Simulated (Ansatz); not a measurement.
Geometry relaxation of Ta$_{4}$C$_{5}$ (part 1 of 3)

- system: Ta$_{4}$C$_{5}$ (slab, 9 atoms in the cell)
- method: DFT PBEsol, scalar-relativistic, plane waves, PAW, no spin polarisation (Ansatz 0.2.0)

The structure derives from an entry of the Crystallography Open Database. The input holds or restrains some coordinates. Forces given for the steps count only the free coordinates. It belongs to a series of runs on one base structure; here: C put at a bridge C-Ta site.

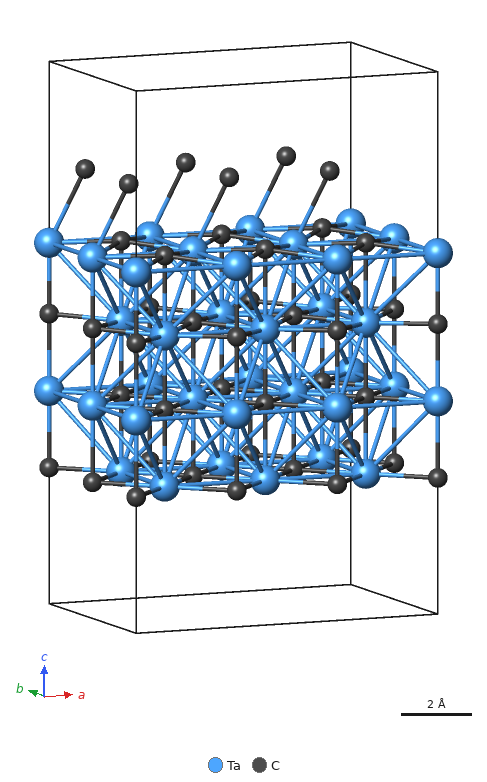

**Figure 1.** The starting structure (ball-and-stick view of the 3 × 2 repeat of the cell, with the vacuum cut short, seen slightly off an axis). An atom can appear more than once, as a periodic image.

Summary

```json
{"quantity": "outcome", "value": "converged under the restraints of the input"}
{"quantity": "electrons treated", "value": "72"}
{"quantity": "free energy", "value": "−40459.9335 eV"}
{"quantity": "work function, top face", "value": "6.50 eV"}
{"quantity": "work function, bottom face", "value": "3.45 eV"}
{"quantity": "Fermi energy", "value": "4.014 eV"}
{"quantity": "gap on the k-point mesh", "value": "none (metallic)"}
{"quantity": "final volume", "value": "252.88 Å³"}
{"quantity": "work function (upper face)", "value": "6.50 eV"}
{"quantity": "largest force (length of the vector) at the end, held atoms and coordinates included", "value": "2.880 eV/Å"}
{"quantity": "hardware", "value": "1 thread of AMD EPYC (Zen 3), 32 GiB of memory available, shared host"}
{"quantity": "wall time", "value": "10 min"}
{"quantity": "peak memory", "value": "0.59 GiB"}
```

Remarks

Warnings of the run: the exchange-correlation potential is rough where the density is thin. Spin–orbit coupling is left out, which matters for Ta.

Input file
```yaml
crystal:
  lattice:
    - [3.1393032033, 0.0, 0.0]
    - [0.0, 3.1393032033, 0.0]
    - [0.0, 0.0, 25.6594677497]
  atoms:
    - { symbol: Ta, position: [0.5, 0.5, 0.3312617425] }
    - { symbol: C, position: [0.0, 0.0, 0.3312617425] }
    - { symbol: Ta, position: [0.0, 0.0, 0.417772601] }
    - { symbol: C, position: [0.5, 0.5, 0.417772601] }
    - { symbol: Ta, position: [0.5, 0.5, 0.501671806] }
    - { symbol: C, position: [0.0, 0.0, 0.5049817358] }
    - { symbol: Ta, position: [0.0, 0.0, 0.585028824] }
    - { symbol: C, position: [0.5, 0.5, 0.5919529002] }
    - { symbol: C, position: [0.25, 0.75, 0.6706762791] }
basis:
  ecutwfc: 420
kpoints:
  mp_grid: { grid: [9, 9, 1] }
hamiltonian:
  xc: pbesol
scf:
  occupations: { method: gaussian, width: 0.1 }
output:
  forces: true
  eigenvalues: true
  write_density: true
  write_potential: true
  elf: true
  volumetric_format: npy
relax:
  adjacent_minimum: "off"
  f_tol: 0.03
  max_steps: 70
  constraints: [{ sites: [0, 1, 2, 3] }]
efield:
  axis: 3
  dipole_correction: true
  ramp_width: 0.04
```

Run as:
```bash
ansatz run input.yaml --threads 1 --pin off --max-ram 2560MiB --backend cpu --events-out ev --progress --plain --runs-dir out
```

Output
```
Engine: ansatz 0.2.0, x86_64-unknown-linux-gnu
Pseudopotentials: kind: paw
Pseudopotential: Ta, paw, valence charge 13, recommended cutoff 420 eV (normal), Ta.paw.azcp
Pseudopotential: C, paw, valence charge 4, recommended cutoff 420 eV (normal), C.paw.azcp
Functional definition: PBEsol
  exchange = pbesol_x
  correlation = pbesol_c
Crystal: 9 atoms, lattice volume = 252.880 Å³
Basis set: ecut = 420 eV, 4997 PW (Γ), exchange–correlation on 48×48×360 points (8 copies of the dense FFT grid, shifted against one another)
Bands: 45, of which v1, the nominal top of the filled ones, is band 36 counted from 1 (35 counted from 0)
Symmetry: 2 space group operations
Space group: Cm (ITA 8), of the structure as read, at distance tolerance 6.3e-5 Å
k-points: 25 of 81 (time reversal used)
Non-local potential: Ta, projectors of the file, l = 0: 3, l = 1: 2, l = 2: 2, l = 3: 1
Non-local potential: C, projectors of the file, l = 0: 2, l = 1: 2, l = 2: 1
PAW form: soft (Blöchl's): semilocal exchange-correlation on the pseudo side does not see the compensation charge
PAW frozen core: Ta, regenerated for the run's functional, and the local potential with it (the file was generated under x = pbe(κ = 0.804, μ = 0.2195149727645171), c = pbe(β = 0.06672455060314922))
PAW frozen core: C, regenerated for the run's functional, and the local potential with it (the file was generated under x = pbe(κ = 0.804, μ = 0.2195149727645171), c = pbe(β = 0.06672455060314922))
PAW one-centre angular grid: Ta, 590 points (default); XC on 64 Gauss nodes
PAW one-centre angular grid: C, 110 points (default); XC on 64 Gauss nodes
Initial density: superposition of atomic densities (neutral atoms: chi_scale 0, normalization atom), corrected by the library's trained network
Initial wavefunctions: pseudopotential atomic-orbital guess
Functional: x = pbesol(κ = 0.804, μ = 0.12345679012345678), c = pbesol(β = 0.046)
SCF iter   1: F=—  HF=-40456.618076 eV  |F-HF|=—  |Δ(HF+E_count)|=         —  Δρ=8.55e-3  dr2=7.50e-1  ethr=1.77e-3  p=-0.140 e·Å  D=-1.00e-1 V/Å  ΔV_dip=2.58 eV  dr2_dipole=2.14e-2  V_vac-E_F(+/−)=6.49/3.91 eV  ⟨swp⟩=9.0  Hψ=5846  notcnv=0
efield: sawtooth ramp at fractional position 0.9810 (placed from the atoms, in the widest stretch of the axis that holds none; the zero of the levels goes with the place), width 0.0400; the density the first Hamiltonian is built on has a dipole p = -0.140 e·Å; the dipole correction subtracts the counter field D = -1.00e-1 V/Å, which shifts the + side's vacuum level by +2.58 eV against the − side's; the planar-averaged density in the ramp window peaks in size at 2.1e-5 e/Å³
preconditioner: auto → LDOS  [metal: Δε(μ)=0.015 eV  Ē_g=7.517 eV  σ=0.100 eV  W_gap=0.08  n_scr=46 (ndim 8)  ℏωp=14.8 eV  f_vac=0.535  D(μ)=4.18/eV (n_scr^D=14)  β→1.0]
SCF iter   2: F=—  HF=-40456.576183 eV  |F-HF|=—  |Δ(HF+E_count)|=   4.19e-2  Δρ=6.54e-3  dr2=1.31e-1  ethr=1.04e-3  p=-0.145 e·Å  D=-1.03e-1 V/Å  ΔV_dip=2.65 eV  dr2_dipole=3.19e-4  V_vac-E_F(+/−)=6.27/3.61 eV  ⟨swp⟩=2.2  Hψ=1943  notcnv=0  defer=73
SCF iter   3: F=—  HF=-40456.551037 eV  |F-HF|=—  |Δ(HF+E_count)|=   2.51e-2  Δρ=1.82e-3  dr2=1.95e-2  ethr=1.82e-4  p=-0.152 e·Å  D=-1.09e-1 V/Å  ΔV_dip=2.79 eV  dr2_dipole=1.26e-6  V_vac-E_F(+/−)=6.33/3.54 eV  ⟨swp⟩=2.3  Hψ=1711  notcnv=0  defer=73
SCF iter   4: F=—  HF=-40456.548793 eV  |F-HF|=—  |Δ(HF+E_count)|=   2.24e-3  Δρ=3.79e-4  dr2=1.24e-3  ethr=2.71e-5  p=-0.155 e·Å  D=-1.11e-1 V/Å  ΔV_dip=2.85 eV  dr2_dipole=1.64e-5  V_vac-E_F(+/−)=6.33/3.48 eV  ⟨swp⟩=2.3  Hψ=1584  notcnv=0  defer=55
SCF iter   5: F=—  HF=-40456.548742 eV  |F-HF|=—  |Δ(HF+E_count)|=   5.06e-5  Δρ=1.04e-4  dr2=3.62e-5  ethr=1.73e-6  p=-0.157 e·Å  D=-1.12e-1 V/Å  ΔV_dip=2.89 eV  dr2_dipole=4.52e-6  V_vac-E_F(+/−)=6.33/3.45 eV  ⟨swp⟩=2.3  Hψ=1554  notcnv=0  defer=55
SCF iter   6: F=-40456.548752 eV  HF=-40456.548755 eV  |F-HF|=3.36e-6  |Δ(HF+E_count)|=   1.28e-5  Δρ=3.69e-5  dr2=9.18e-6  ethr=3.12e-8  p=-0.158 e·Å  D=-1.13e-1 V/Å  ΔV_dip=2.90 eV  dr2_dipole=5.63e-7  V_vac-E_F(+/−)=6.34/3.44 eV  ⟨swp⟩=26.9  Hψ=14819  notcnv=0
SCF 1 converged in 6 iterations: F = -40456.548752 eV  dr2 = 9.18e-6
  Residual-converged pass: ⟨swp⟩=1.1  Hψ=1233  notcnv=0  max |occ|·‖R‖ = 7.1e-9 eV (tolerance 1.0e-8 eV)  dr2=9.18e-6  dr2_onsite=4.09e-8  max |Δocc| = 5.0e-11
  greatest PAW one-centre occupation: 1.000 electrons in one spin orbital (limit 2), on the Ta atom at site 4 (counted from 0), in its partial waves of l = 0
relax step   1: F+E_penalty+E_count = -40456.54875156 eV  Δ(F+E_penalty+E_count) = +0.000e0 eV  max|allowed force component| = 3.569e0 eV/Å  Δτ_max = 0.0000 Å  (6 SCF iters, dr2 threshold 2.25e-5 eV, accepted)
Initial density: handed on by an earlier stage of this run
Initial wavefunctions: those handed on with the density
SCF iter   1: F=—  HF=-40457.636488 eV  |F-HF|=—  |Δ(HF+E_count)|=         —  Δρ=1.89e-2  dr2=5.29e0  ethr=3.10e-3  p=-0.158 e·Å  D=-1.13e-1 V/Å  ΔV_dip=2.90 eV  dr2_dipole=1.68e0  V_vac-E_F(+/−)=6.39/3.49 eV  ⟨swp⟩=4.6  Hψ=2538  notcnv=0  defer=77
efield: sawtooth ramp at fractional position 0.9810 (handed on by an earlier solve), width 0.0400; the density the first Hamiltonian is built on has a dipole p = -0.158 e·Å; the dipole correction subtracts the counter field D = -1.13e-1 V/Å, which shifts the + side's vacuum level by +2.90 eV against the − side's; the planar-averaged density in the ramp window peaks in size at 1.6e-6 e/Å³
preconditioner: auto → LDOS  [metal: Δε(μ)=0.058 eV  Ē_g=7.622 eV  σ=0.100 eV  W_gap=0.32  n_scr=46 (ndim 8)  ℏωp=14.8 eV  f_vac=0.540  D(μ)=4.08/eV (n_scr^D=12)  β→1.0]
SCF iter   2: F=—  HF=-40457.460850 eV  |F-HF|=—  |Δ(HF+E_count)|=   1.76e-1  Δρ=7.06e-3  dr2=1.94e-1  ethr=3.10e-3  p=-0.192 e·Å  D=-1.38e-1 V/Å  ΔV_dip=3.53 eV  dr2_dipole=1.68e-5  V_vac-E_F(+/−)=6.96/3.42 eV  ⟨swp⟩=2.3  Hψ=1562  notcnv=0  defer=77
SCF iter   3: F=—  HF=-40457.436959 eV  |F-HF|=—  |Δ(HF+E_count)|=   2.39e-2  Δρ=2.28e-3  dr2=3.55e-2  ethr=2.70e-4  p=-0.177 e·Å  D=-1.26e-1 V/Å  ΔV_dip=3.24 eV  dr2_dipole=6.06e-3  V_vac-E_F(+/−)=6.65/3.41 eV  ⟨swp⟩=3.0  Hψ=1975  notcnv=0  defer=77
SCF iter   4: F=—  HF=-40457.433553 eV  |F-HF|=—  |Δ(HF+E_count)|=   3.41e-3  Δρ=6.89e-4  dr2=3.97e-3  ethr=4.94e-5  p=-0.180 e·Å  D=-1.29e-1 V/Å  ΔV_dip=3.31 eV  dr2_dipole=8.35e-4  V_vac-E_F(+/−)=6.71/3.40 eV  ⟨swp⟩=2.0  Hψ=1324  notcnv=0  defer=77
SCF iter   5: F=—  HF=-40457.433498 eV  |F-HF|=—  |Δ(HF+E_count)|=   5.58e-5  Δρ=1.67e-4  dr2=2.27e-4  ethr=5.52e-6  p=-0.181 e·Å  D=-1.29e-1 V/Å  ΔV_dip=3.32 eV  dr2_dipole=6.01e-5  V_vac-E_F(+/−)=6.71/3.40 eV  ⟨swp⟩=2.0  Hψ=1618  notcnv=0  defer=77
SCF iter   6: F=-40457.433445 eV  HF=-40457.433471 eV  |F-HF|=2.56e-5  |Δ(HF+E_count)|=   2.66e-5  Δρ=5.18e-5  dr2=2.39e-5  ethr=1.39e-7  p=-0.181 e·Å  D=-1.29e-1 V/Å  ΔV_dip=3.32 eV  dr2_dipole=6.75e-6  V_vac-E_F(+/−)=6.72/3.40 eV  ⟨swp⟩=27.5  Hψ=14694  notcnv=0
SCF 2 converged in 6 iterations: F = -40457.433445 eV  dr2 = 2.39e-5
[... from here on the iterations of each SCF are left out, up to the last one ...]
relax step   2: F+E_penalty+E_count = -40457.43344542 eV  Δ(F+E_penalty+E_count) = -8.847e-1 eV  max|allowed force component| = 2.543e0 eV/Å  Δτ_max = 0.1949 Å  (6 SCF iters, dr2 threshold 1.00e-4 eV, accepted)
efield: sawtooth ramp at fractional position 0.9810 (handed on by an earlier solve), width 0.0400; the density the first Hamiltonian is built on has a dipole p = -0.181 e·Å; the dipole correction subtracts the counter field D = -1.29e-1 V/Å, which shifts the + side's vacuum level by +3.32 eV against the − side's; the planar-averaged density in the ramp window peaks in size at 1.2e-6 e/Å³
preconditioner: auto → LDOS  [metal: Δε(μ)=0.050 eV  Ē_g=7.774 eV  σ=0.100 eV  W_gap=0.27  n_scr=46 (ndim 8)  ℏωp=14.8 eV  f_vac=0.547  D(μ)=2.94/eV (n_scr^D=10)  β→1.0]
SCF 3 converged in 6 iterations: F = -40458.184701 eV  dr2 = 2.00e-5
relax step   3: F+E_penalty+E_count = -40458.18470095 eV  Δ(F+E_penalty+E_count) = -7.513e-1 eV  max|allowed force component| = 2.259e0 eV/Å  Δτ_max = 0.1953 Å  (6 SCF iters, dr2 threshold 1.00e-4 eV, accepted)
efield: sawtooth ramp at fractional position 0.9810 (handed on by an earlier solve), width 0.0400; the density the first Hamiltonian is built on has a dipole p = -0.200 e·Å; the dipole correction subtracts the counter field D = -1.43e-1 V/Å, which shifts the + side's vacuum level by +3.67 eV against the − side's; the planar-averaged density in the ramp window peaks in size at 1.7e-6 e/Å³
preconditioner: auto → LDOS  [metal: Δε(μ)=0.010 eV  Ē_g=7.911 eV  σ=0.100 eV  W_gap=0.06  n_scr=46 (ndim 8)  ℏωp=14.8 eV  f_vac=0.552  D(μ)=3.49/eV (n_scr^D=12)  β→1.0]
SCF 4 converged in 6 iterations: F = -40458.988303 eV  dr2 = 5.62e-6
relax step   4: F+E_penalty+E_count = -40458.98830291 eV  Δ(F+E_penalty+E_count) = -8.036e-1 eV  max|allowed force component| = 2.435e0 eV/Å  Δτ_max = 0.1965 Å  (6 SCF iters, dr2 threshold 1.00e-4 eV, accepted)
efield: sawtooth ramp at fractional position 0.9810 (handed on by an earlier solve), width 0.0400; the density the first Hamiltonian is built on has a dipole p = -0.211 e·Å; the dipole correction subtracts the counter field D = -1.51e-1 V/Å, which shifts the + side's vacuum level by +3.87 eV against the − side's; the planar-averaged density in the ramp window peaks in size at 3.5e-6 e/Å³
preconditioner: auto → LDOS  [metal: Δε(μ)=0.085 eV  Ē_g=8.094 eV  σ=0.100 eV  W_gap=0.42  n_scr=46 (ndim 8)  ℏωp=14.8 eV  f_vac=0.557  D(μ)=2.37/eV (n_scr^D=10)  β→1.0]
SCF 5 converged in 5 iterations: F = -40459.466954 eV  dr2 = 6.59e-5
relax step   5: F+E_penalty+E_count = -40459.46695356 eV  Δ(F+E_penalty+E_count) = -4.787e-1 eV  max|allowed force component| = 1.923e0 eV/Å  Δτ_max = 0.1952 Å  (5 SCF iters, dr2 threshold 1.00e-4 eV, accepted)
efield: sawtooth ramp at fractional position 0.9810 (handed on by an earlier solve), width 0.0400; the density the first Hamiltonian is built on has a dipole p = -0.207 e·Å; the dipole correction subtracts the counter field D = -1.48e-1 V/Å, which shifts the + side's vacuum level by +3.81 eV against the − side's; the planar-averaged density in the ramp window peaks in size at 6.6e-6 e/Å³
preconditioner: auto → LDOS  [metal: Δε(μ)=0.040 eV  Ē_g=8.084 eV  σ=0.100 eV  W_gap=0.22  n_scr=46 (ndim 8)  ℏωp=14.8 eV  f_vac=0.563  D(μ)=4.20/eV (n_scr^D=14)  β→1.0]
SCF 6 converged in 6 iterations: F = -40459.648979 eV  dr2 = 1.21e-5
relax step   6: F+E_penalty+E_count = -40459.64897889 eV  Δ(F+E_penalty+E_count) = -1.820e-1 eV  max|allowed force component| = 8.732e-1 eV/Å  Δτ_max = 0.1946 Å  (6 SCF iters, dr2 threshold 1.00e-4 eV, accepted)
efield: sawtooth ramp at fractional position 0.9810 (handed on by an earlier solve), width 0.0400; the density the first Hamiltonian is built on has a dipole p = -0.211 e·Å; the dipole correction subtracts the counter field D = -1.51e-1 V/Å, which shifts the + side's vacuum level by +3.87 eV against the − side's; the planar-averaged density in the ramp window peaks in size at 5.2e-6 e/Å³
preconditioner: auto → LDOS  [metal: Δε(μ)=0.040 eV  Ē_g=8.104 eV  σ=0.100 eV  W_gap=0.22  n_scr=46 (ndim 8)  ℏωp=14.8 eV  f_vac=0.561  D(μ)=3.90/eV (n_scr^D=12)  β→1.0]
SCF 7 converged in 5 iterations: F = -40459.754207 eV  dr2 = 2.70e-5
```
